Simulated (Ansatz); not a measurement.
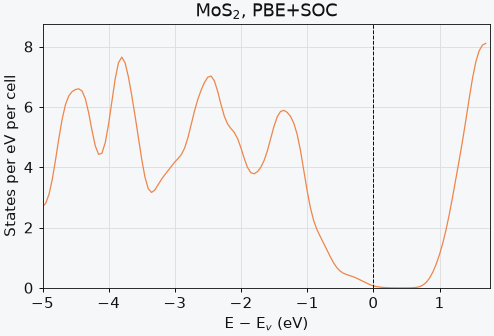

Density of states. Energies are counted from the top of the valence band. The curve is built from the levels of the k mesh with Gaussians 0.3 eV wide, which also blur the band edges.

Calculation on MoS$_{2}$, space group P6_3/mmc, 6 atoms in the cell.

Level of theory: DFT, PBE with spin-orbit coupling, plane waves, PAW, 12×12×2 k mesh, Fermi-Dirac smearing of 0.02 eV; code Ansatz.

**Metal or insulator, going by the density of states?**

There is a gap; over the k points computed it is 0.93 eV (indirect; the smallest direct gap is 1.60 eV).
